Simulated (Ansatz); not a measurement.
# Starting-point dependence of the GW gap of PbSe (Clausthalite)

How much of the starting functional survives in the G0W0 gap of PbSe (Clausthalite)?

Calculated with Ansatz 0.2.0; G0W0 on several functionals, plane waves, PAW.

In doubt: masses and optical values from hybrid runs of this build are listed as unsure (steps 3, 4), which bears on the screening that GW takes from such a start.

### Step 1. Set-up

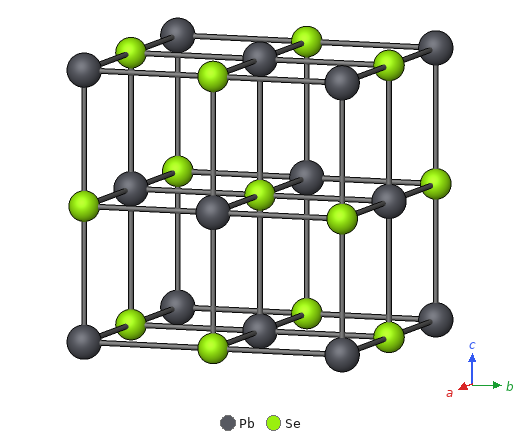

Start, viewed slightly off an axis; lead dark grey, selenium green. This picture shows the conventional cell, with its axes. Some periodic images of atoms are drawn too.

The cell and positions come from the Crystallography Open Database and are kept as given unless a step says otherwise. Spin-orbit coupling is left out unless a step names it.

### Step 2. G0W0 on PBE

Now the one-shot GW correction: screening in the RPA, then the self-energy of the levels asked for. This step takes PAW set soft_1 files.

This step: G0W0 on PBE, plane waves, PAW; PAW set soft_1.

The input, input.yaml:

```yaml
crystal:
  lattice:
    - [0.0, 3.06065, 3.06065]
    - [3.06065, 0.0, 3.06065]
    - [3.06065, 3.06065, 0.0]
  atoms:
    - { symbol: Pb, position: [0.0, 0.0, 0.0] }
    - { symbol: Se, position: [0.5, 0.5, 0.5] }
kpoints:
  mp_grid: { grid: [4, 4, 4] }
hamiltonian:
  xc: pbe
  pseudopotentials: { kind: paw, azcp: { folder: soft_1 } }
scf:
  occupations: { method: fixed }
gw:
  n_empty_bands: 171
  ecut_chi: 120
  qp_bands: [v2, c2]
  qp_kpoints: band_edges
  screening: { model: contour_deformation }
```

The run is started by

```console
$ ansatz run input.yaml --threads 3 --pin off --max-ram 92160MiB --backend cuda --events-out ev --progress --plain --runs-dir out --devices 1 --max-vram 13GiB
```

Numbers of over 12 decimals in the logs are rounded to 6 here.

Output:

```text
GPUs: using 1 of 1 available (devices: 1).
Engine: ansatz 0.2.0, x86_64-unknown-linux-gnu
Pseudopotentials: kind: paw
Pseudopotential: Pb, paw, valence charge 14, recommended cutoff 420 eV (normal), soft_1/Pb.paw.azcp
Pseudopotential: Se, paw, valence charge 16, recommended cutoff 420 eV (normal), soft_1/Se.paw.azcp
Functional definition: PBE
  parameter kappa = 0.804
  parameter beta = 0.066725
  exchange = pbe_x(kappa = kappa, mu = beta*pi^2/3)
  correlation = pbe_c(beta = beta)
device memory: the entry about to start is reckoned to put 1.0 GiB on a device that reports 48.4 GiB free (of which the cap on the GPU budget leaves the run 13.0 GiB)
GPU FFT provider: cuFFT
GPU libraries: cuBLAS 13.8.2, cuFFT 12.4.0, cuSOLVER 12.3.4
Crystal: 2 atoms, lattice volume = 57.342 Å³
Basis set: ecut = 420 eV, 1139 PW (Γ)
Bands: 19, of which v1, the nominal top of the filled ones, is band 15 counted from 1 (14 counted from 0)
Symmetry: 48 space group operations
Space group: Fm-3m (ITA 225), of the structure as read, at distance tolerance 3.9e-5 Å
k-points: 8 of 64
Non-local potential: Pb, projectors of the file, l = 0: 2, l = 1: 2, l = 2: 2, l = 3: 1
Non-local potential: Se, projectors of the file, l = 0: 2, l = 1: 2, l = 2: 3, l = 3: 1
PAW form: soft (Blöchl's): semilocal exchange-correlation on the pseudo side does not see the compensation charge
PAW one-centre angular grid: Pb, 590 points (default); XC on 64 Gauss nodes
PAW one-centre angular grid: Se, 590 points (default); XC on 64 Gauss nodes
Initial density: superposition of atomic densities (chi_scale 0.1, normalization cell, long waves kept (reshape's long-wave potential 0.00 eV rms))
Initial wavefunctions: pseudopotential atomic-orbital guess
GPU buffer pool allocated for 27000 grid points (all kernels)
GPU transforms: local potential and band sums: pruned to the plane-wave sphere, on 30×30×30
Functional: x = pbe(κ = 0.804, μ = 0.219515), c = pbe(β = 0.066725)
SCF iter   1: F=—  HF=-17379.111915 eV  |F-HF|=—  |Δ(HF+E_count)|=         —  Δρ=2.11e-2  dr2=4.02e-1  ethr=3.10e-3  ⟨swp⟩=5.1  Hψ=627  notcnv=0  defer=11
preconditioner: auto → none  [insulator: Δε(μ)=0.450 eV  Ē_g=15.276 eV  n_scr=14 (ndim 8)  ℏωp=21.9 eV  f_vac=0.000  ε∞_Penn≈3.1]
SCF iter   2: F=—  HF=-17379.029610 eV  |F-HF|=—  |Δ(HF+E_count)|=   8.23e-2  Δρ=9.16e-3  dr2=4.60e-2  ethr=1.34e-3  ⟨swp⟩=2.5  Hψ=265  notcnv=0  defer=8
SCF iter   3: F=—  HF=-17379.021256 eV  |F-HF|=—  |Δ(HF+E_count)|=   8.35e-3  Δρ=4.28e-3  dr2=1.00e-2  ethr=1.53e-4  ⟨swp⟩=2.6  Hψ=306  notcnv=0  defer=11
SCF iter   4: F=—  HF=-17379.022050 eV  |F-HF|=—  |Δ(HF+E_count)|=   7.93e-4  Δρ=1.93e-3  dr2=2.08e-3  ethr=3.35e-5  ⟨swp⟩=2.9  Hψ=282  notcnv=0  defer=11
SCF iter   5: F=—  HF=-17379.022166 eV  |F-HF|=—  |Δ(HF+E_count)|=   1.16e-4  Δρ=4.11e-4  dr2=1.00e-4  ethr=6.93e-6  ⟨swp⟩=2.9  Hψ=264  notcnv=0  defer=11
SCF iter   6: F=—  HF=-17379.022192 eV  |F-HF|=—  |Δ(HF+E_count)|=   2.57e-5  Δρ=5.41e-5  dr2=1.46e-6  ethr=3.33e-7  ⟨swp⟩=2.0  Hψ=194  notcnv=0  defer=7
SCF iter   7: F=-17379.022192 eV  HF=-17379.022192 eV  |F-HF|=5.06e-9  |Δ(HF+E_count)|=   1.09e-7  Δρ=3.91e-6  dr2=7.74e-9  ethr=3.33e-10  ⟨swp⟩=4.5  Hψ=709  notcnv=0
SCF 1 converged in 7 iterations: F = -17379.022192 eV  dr2 = 7.74e-9
  greatest PAW one-centre occupation: 1.000 electrons in one spin orbital (limit 2), on the Se atom at site 1 (counted from 0), in its partial waves of l = 2
device memory: the entry about to start is reckoned to put 1.4 GiB on a device that reports 50.5 GiB free (of which the cap on the GPU budget leaves the run 13.0 GiB)
NSCF: frozen V_eff on 8 k-points
the band table was solved once the SCF had ended and its energy, with any forces and stress, was formed, with the checks that follow a solve (809 applications of the Hamiltonian). They found nothing against the state; the energy, forces and stress were not computed again (output.eigenvalues in the input reference)
device memory: the entry about to start is reckoned to put 3.6 GiB on a device that reports 50.6 GiB free (of which the cap on the GPU budget leaves the run 13.0 GiB)
NSCF: frozen V_eff on 8 k-points
G₀W₀ screening: q 1/8
[... further progress lines ...]
device memory: the entry about to start is reckoned to put 0.3 GiB on a device that reports 48.7 GiB free (of which the cap on the GPU budget leaves the run 13.0 GiB)
NSCF: frozen V_eff on 1 k-points
SCF converged after 7 iterations
Free energy (F): -17379.022192 eV
Harris-Foulkes:  -17379.022192 eV  (|F-HF|=5.06e-9)
Internal energy: -17379.022192 eV  (E = F + TS)
E sigma→0 (E₀):  -17379.022192 eV
Fermi energy:    8.952970 eV
--- Per-component energies (eV) ---
  E_band       = -427.343176
  E_kinetic    = 402.954029
  E_local      = -3718.643125  (includes V_loc(G=0)·N_el)
  E_nonlocal   = -49.229056
  E_hartree    = 1810.553409
  E_xc         = -292.092382
  E_vxc        = -229.641175  (∫ρ·V_xc dr)
  E_paw        = -12520.857436  (= ΣΔE_a)
  E_vpaw       = -453.889519  (= ΣTr[D̂ρ^β])
  E_aug_tail   = -0.000372  (compensation charges beyond the density's cutoff)
  E_ewald      = -3011.707258
  E_smearing   = -0.000000  (= −TS)
  E_closure    = 0.000000  (closes the sum)
  Σ components = -17379.022192   (vs F -17379.022192, Δ=0.00e0)
--- Band table (eV; the first three rows and the last of 8) ---
  k-point 0: bands = [... 11 lower, 2.6486, 7.0751, 7.0751, 7.0751, 13.6708, 13.6708, 13.6708, 15.4792]
  k-point 1: bands = [... 11 lower, 1.3844, 7.2357, 7.2357, 7.9069, 11.1170, 11.8727, 11.8727, 15.4851]
  k-point 2: bands = [... 11 lower, 0.1519, 7.4827, 7.4827, 8.9530, 9.2475, 10.6578, 10.6578, 17.4956]
  k-point 7: bands = [... 11 lower, 0.9390, 4.7249, 4.7249, 8.1583, 10.8488, 13.9029, 13.9029, 16.6873]
--- G₀W₀: contour deformation, 8 samples at zero and on the imaginary axis and 1 off it, 64 q-points, 171 empty bands' worth ---
  eigenvalues of the whole cell's RPA ε∞ on this k-mesh (on a slab, of 1 + 4πα/V) = 108.0366, 108.0366, 108.0366; static W/v taken at q = 0 is 0.009256
  bands read: the sum over 186 bands ends inside a degenerate multiplet in 3 slots, whose members it reads at an even weight; the widest, k=0: bands 186 to 188 (counted from 1) at 1/3 each
  gw.qp_kpoints: band_edges: 3 of 8 stored k-points solved, in 1 pass; an edge of the gap read off the rows below is read off those points alone
    valence top: of the k-points left out ik 1 came nearest to being solved in a further pass, in band 15 (counted from 1, as in the quasiparticle table): it holds the edge there only if its correction is more favourable than any solved in that band by at least 1.046 eV; those differ by 0.063 eV
    conduction bottom: of the k-points left out ik 1 came nearest to being solved in a further pass, in band 16 (counted from 1, as in the quasiparticle table): it holds the edge there only if its correction is more favourable than any solved in that band by at least 1.869 eV; those differ by 0.100 eV
    ik  band        ε_KS         Σx   Σc(E_QP)       V_xc       Z   E_QP_lin       E_QP  E_QP is
     2    14      7.4827   -17.3002     2.1143   -14.7993  0.6955     7.0698     7.0961  root
     2    15      8.9530   -17.0349     0.8316   -15.9273  0.7245     8.6655     8.6770  root
     2    16      9.2475    -8.0201    -3.4051   -11.2887  0.7450     9.1125     9.1110  root
     2    17     10.6578    -8.3783    -3.6312   -11.9361  0.7353    10.5849    10.5844  root
     5    14      7.3413   -16.9308     2.0810   -14.4646  0.6946     6.9297     6.9561  root
     5    15      8.1860   -15.9379     1.0275   -14.5966  0.7167     7.8592     7.8722  root
     5    16     10.3407    -9.5875    -3.4413   -12.9489  0.7390    10.2612    10.2608  root
     5    17     11.1384    -9.0292    -3.7053   -12.6959  0.7261    11.1001    11.0998  root
     7    14      4.7249   -15.6342     3.2049   -12.0609  0.6394     4.3363     4.3564  root
     7    15      8.1583   -17.3082     1.5329   -15.4367  0.7104     7.8022     7.8196  root
     7    16     10.8488    -8.6563    -3.7822   -12.4022  0.7310    10.8127    10.8125  root
     7    17     13.9029    -8.2665    -4.7014   -12.9111  0.6922    13.8463    13.8460  root
```

Elapsed: 14 s, on 1 × NVIDIA H100 80GB HBM3 (shared by 6 runs) with 3 threads of AMD EPYC 7R13 (Zen 3), shared host; peak memory 1.1 GiB.

This step gave:

| Property | Result |
| --- | --- |
| bands summed | 186 |
| RPA ε∞ on this mesh (eigenvalues) | 108.0, 108.0, 108.0 |
| plane waves in the screening matrix | 169 |
| q-points in the mesh | 64 |
| G0W0 gap on the mesh | 0.4340 eV |
| k of the valence top | 0, 0, -0.5 |
| k of the conduction bottom | 0, 0, -0.5 |
| starting gap on the mesh | 0.2946 eV |
| Z at the valence top | 0.7245 |
| Z at the conduction bottom | 0.7450 |
| least direct G0W0 gap on the computed points | 0.4340 eV |

The gap on the mesh goes from 0.29 eV to 0.43 eV, a correction of +0.14 eV. Between the two edge states, bare exchange in place of the xc potential would open the gap by 4.38 eV, and correlation takes back 4.24 eV.

### Step 3. G0W0 on HSE06

One-shot GW remembers its start. Another functional's orbitals and levels show by how much.

This step: G0W0 on HSE06, plane waves, PAW; PAW set soft_1.

input.yaml, as its differences from that of step 2:

```diff
@@ -11,3 +11,3 @@
 hamiltonian:
-  xc: pbe
+  xc: hse06
   pseudopotentials: { kind: paw, azcp: { folder: soft_1 } }
```

Output:

```text
GPUs: using 1 of 1 available (devices: 1).
[...]
davidson cushion auto → on  (no smearing: the cushion is to keep the highest requested band from converging to the state above it; pin scf.eigensolver.cushion to override)
[...]
GPU FFT provider: cuFFT
GPU libraries: cuBLAS 13.8.2, cuFFT 12.4.0, cuSOLVER 12.3.4
Crystal: 2 atoms, lattice volume = 57.342 Å³
Basis set: ecut = 420 eV, 1139 PW (Γ)
Bands: 19, of which v1, the nominal top of the filled ones, is band 15 counted from 1 (14 counted from 0)
[... 1 set-up line as in the run before ...]
[...]
k-points: 8 of 64
[...]
GPU buffer pool allocated for 27000 grid points (all kernels)
[...]
SCF iter   1: F=—  HF=-17379.077618 eV  |F-HF|=—  |Δ(HF+E_count)|=         —  Δρ=2.13e-2  dr2=4.01e-1  ethr=1.00e-1  ⟨swp⟩=7.1  Hψ=446  notcnv=0
[...]
SCF iter   6: F=-17379.023752 eV  HF=-17379.023753 eV  |F-HF|=1.17e-6  |Δ(HF+E_count)|=   4.14e-5  Δρ=6.22e-5  dr2=1.82e-6  ethr=3.06e-7  ⟨swp⟩=3.9  Hψ=404  notcnv=0  defer=1
SCF 1 stopped early in 6 iterations: F = -17379.023752 eV  dr2 = 1.82e-6
[...]
GPU FFT provider: cuFFT
GPU libraries: cuBLAS 13.8.2, cuFFT 12.4.0, cuSOLVER 12.3.4
[...]
GPU buffer pool allocated for 27000 grid points (all kernels)
[...]
Free energy (F): -17384.016719 eV
Frozen-core exchange: fock
[...]
Internal energy: -17384.016719 eV  (E = F + TS)
E sigma→0 (E₀):  -17384.016719 eV
Fermi energy:    8.684074 eV
[...]
--- Band table (eV; the first three rows and the last of 8) ---
  k-point 0: bands = [... 11 lower, 2.0379, 6.4873, 6.4873, 6.4873, 14.1568, 14.1568]
  k-point 1: bands = [... 11 lower, 0.4946, 6.6592, 6.6592, 7.5516, 11.3441, 12.1503]
  k-point 2: bands = [... 11 lower, -0.9447, 6.9093, 6.9093, 8.6841, 9.3870, 10.8389]
  k-point 7: bands = [... 11 lower, -0.0010, 3.9080, 3.9080, 7.7256, 11.0879, 14.3316]
  guard bands above this table: 2 of the run's 19 bands. The solve was not asked for them (output.publish_guard_bands: true or output.eigenvalues: true publishes all)
[...]
2    14      6.9093   -17.2811     1.9320   -15.3163  0.7362     6.8765     6.8766  root
     2    15      8.6841   -17.0404     0.7449   -16.1938  0.7645     8.5820     8.5824  root
     2    16      9.3870    -7.7760    -3.4004   -11.0251  0.7824     9.2365     9.2358  root
     2    17     10.8389    -8.1618    -3.5519   -11.5921  0.7753    10.7179    10.7173  root
     5    14      6.7710   -16.9604     1.9045   -15.0200  0.7358     6.7350     6.7351  root
     5    15      7.8507   -16.1592     0.9544   -15.1031  0.7588     7.7486     7.7490  root
     5    16     10.5187    -9.1407    -3.4427   -12.4685  0.7708    10.4043    10.4037  root
     5    17     11.3534    -8.7717    -3.6162   -12.2844  0.7687    11.2503    11.2499  root
     7    14      3.9080   -15.6458     2.8456   -12.8955  0.6816     4.0028     4.0034  root
     7    15      7.7256   -17.3080     1.3963   -15.8500  0.7507     7.6637     7.6639  root
     7    16     11.0879    -8.4426    -3.6990   -12.0249  0.7712    10.9717    10.9712  root
     7    17     14.3316    -7.8068    -4.4768   -12.0257  0.7340    14.0766    14.0737  root
```

It took 34 s on 1 × NVIDIA H100 80GB HBM3 (shared by 6 runs) with 3 threads; peak memory 1.2 GiB; 33 s of CPU time.

Numbers from this step:

* bands summed: 186
* RPA ε∞ on this mesh (eigenvalues): 24.15, 24.15, 24.15
* plane waves in the screening matrix: 169
* q-points in the mesh: 64
* G0W0 gap on the mesh: 0.6533 eV
* k of the valence top: 0, 0, -0.5
* k of the conduction bottom: 0, 0, -0.5
* starting gap on the mesh: 0.7029 eV
* Z at the valence top: 0.7645
* Z at the conduction bottom: 0.7824
* least direct G0W0 gap on the computed points: 0.6533 eV

Against the run with 4×4×4 mesh, 171 empty bands, screening to 120 eV, PAW set soft_1 files on PBE, the gap moves by +0.22 eV, while the start moved by +0.41 eV.

### Step 4. G0W0 on PBE0

This step: G0W0 on PBE0, plane waves, PAW; PAW set soft_1.

input.yaml, as its differences from that of step 3:

```diff
@@ -11,3 +11,3 @@
 hamiltonian:
-  xc: hse06
+  xc: pbe0
   pseudopotentials: { kind: paw, azcp: { folder: soft_1 } }
```

Output:

```text
GPUs: using 1 of 1 available (devices: 1).
[...]
GPU FFT provider: cuFFT
GPU libraries: cuBLAS 13.8.2, cuFFT 12.4.0, cuSOLVER 12.3.4
Crystal: 2 atoms, lattice volume = 57.342 Å³
Basis set: ecut = 420 eV, 1139 PW (Γ)
Bands: 19, of which v1, the nominal top of the filled ones, is band 15 counted from 1 (14 counted from 0)
[... 1 set-up line as in the run before ...]
[...]
k-points: 8 of 64
[...]
5    16     10.8227    -9.0739    -3.3742   -12.1165  0.7986    10.4930    10.4912  root
     5    17     11.6776    -8.7429    -3.5252   -11.9390  0.7965    11.3502    11.3484  root
     7    14      3.4874   -15.6414     2.6637   -13.3156  0.7176     3.8216     3.8252  root
     7    15      7.4140   -17.3226     1.3143   -16.1674  0.7779     7.5727     7.5731  root
     7    16     11.4041    -8.4225    -3.6079   -11.6969  0.7987    11.0723    11.0705  root
     7    17     14.7111    -7.7624    -4.3319   -11.5973  0.7676    14.2196    14.2141  root
[key lines of the parts left out:]
Free energy (F): -17380.903400 eV
Fermi energy:    8.382415 eV
```

The job ended after 33 s (1 × NVIDIA H100 80GB HBM3 (shared by 6 runs) with 3 threads; peak memory 1.2 GiB; 31 s of CPU time).

This step gave:

```
bands summed                                 : 186
RPA ε∞ on this mesh (eigenvalues)            : 15.76, 15.76, 15.76
plane waves in the screening matrix          : 169
G0W0 gap on the mesh                         : 0.8109 eV
k of the valence top                         : 0, 0, -0.5
k of the conduction bottom                   : 0, 0, -0.5
starting gap on the mesh                     : 1.295 eV
least direct G0W0 gap on the computed points : 0.8109 eV
```

Against the run with 4×4×4 mesh, 171 empty bands, screening to 120 eV, PAW set soft_1 files on HSE06, the gap moves by +0.16 eV, while the start moved by +0.59 eV.

### Step 5. Side by side

All on the 4×4×4 mesh with 171 empty bands and screening to 120 eV. Times are wall times on 1 × NVIDIA H100 80GB HBM3 (shared by 6 runs) with 3 threads of AMD EPYC 7R13 (Zen 3), shared host, good to a factor of about two.

| start | starting gap (eV) | shift (eV) | G0W0 gap (eV) | RPA ε∞ (harmonic mean) | Z (valence, conduction) | time |
| --- | --- | --- | --- | --- | --- | --- |
| PBE | 0.29 | +0.14 | 0.43 | 108.04 | 0.72, 0.75 | 14 s |
| HSE06 | 0.70 | −0.05 | 0.65 | 24.15 | 0.76, 0.78 | 34 s |
| PBE0 | 1.29 | −0.48 | 0.81 | 15.76 | 0.79, 0.81 | 33 s |

The parts of the quasiparticle energy at the two band edges (eV; QP = start + Σx + Σc − Vxc):

| run | edge | start | Σx | Σc | Vxc | Z | QP |
| --- | --- | --- | --- | --- | --- | --- | --- |
| PBE | valence top | 8.95 | -17.03 | 0.83 | -15.93 | 0.72 | 8.68 |
| PBE | conduction bottom | 9.25 | -8.02 | -3.41 | -11.29 | 0.74 | 9.11 |
| HSE06 | valence top | 8.68 | -17.04 | 0.74 | -16.19 | 0.76 | 8.58 |
| HSE06 | conduction bottom | 9.39 | -7.78 | -3.40 | -11.03 | 0.78 | 9.24 |
| PBE0 | valence top | 8.38 | -17.05 | 0.68 | -16.49 | 0.79 | 8.51 |
| PBE0 | conduction bottom | 9.68 | -7.76 | -3.33 | -10.73 | 0.81 | 9.32 |

For a hybrid start, Vxc holds its share of exact exchange.

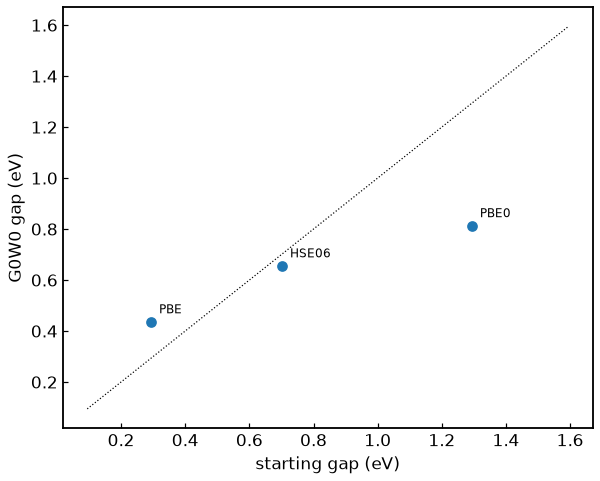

G0W0 gap against starting gap; on the dotted line the correction would vanish.

### Step 6. Outcome

```
G0W0@PBE     : 0.43 eV (start 0.29 eV)
G0W0@HSE06   : 0.65 eV (start 0.70 eV)
G0W0@PBE0    : 0.81 eV (start 1.29 eV)
known limits : not at the basis limit; model gap, bands may invert with spin-orbit coupling; screening runs away on this mesh; no spin-orbit coupling; coarse k mesh
```

In words: The starting gaps span 1.00 eV and the G0W0 gaps 0.38 eV. Between PBE and PBE0, 0.38 eV of the 1.00 eV survives, 38 %. On PBE0 the correction is negative: that start lies above its own G0W0 value. The smallest correction, −0.05 eV, is on HSE06, the start nearest to reproducing itself. Bands and cutoff are finite, so the gap is not at the basis limit. The miss can reach some tenths of an eV and take either sign; the mesh is an error of its own. The 4×4×4 mesh is coarse for this cell (its supercell is 17 Å along the shortest edge). The RPA ε∞ on it, from the PBE start, is 108.04; such meshes misread the long-range screening, most where the gap is narrow. The program warns that the mesh is coarse for exact exchange, which bears on the hybrid start's gap. Where an edge is built on 6p states of lead, bismuth or thallium, scalar-relativistic gaps usually stand too wide, by a few tenths to over one eV. With atoms this heavy and so narrow a gap, spin-orbit coupling can invert the bands. These scalar-relativistic gaps are then model values, not to be set against experiment, and a spin-orbit change taken from DFT can't simply be added. For the PBE start: On this mesh the RPA ε∞ passes 90, more than nearly any semiconductor shows; a coarse mesh does this where one point with a narrow direct gap carries much weight. The screening is then too strong, and the G0W0 gap should not be taken as the material's.

[Paths, hosts, dates, memory and timing lines, banners, echoed tables and standing remarks are left out of the program output.]

[Logs are printed without paths, hosts, clocks, repeated set-up lines and the standing remarks that a program may print on its own settings, such as how far it seeks lower states.]

[Runs of the session that timed out or met a known fault of the program may be left out.]

[Cells called generated may have been cut or substituted from an entry of the Crystallography Open Database or the Materials Project.]

[Hosts, paths, dates, database ids (printed as entryN), source tags and the programs' standing remarks are cut or masked in the printed files.]
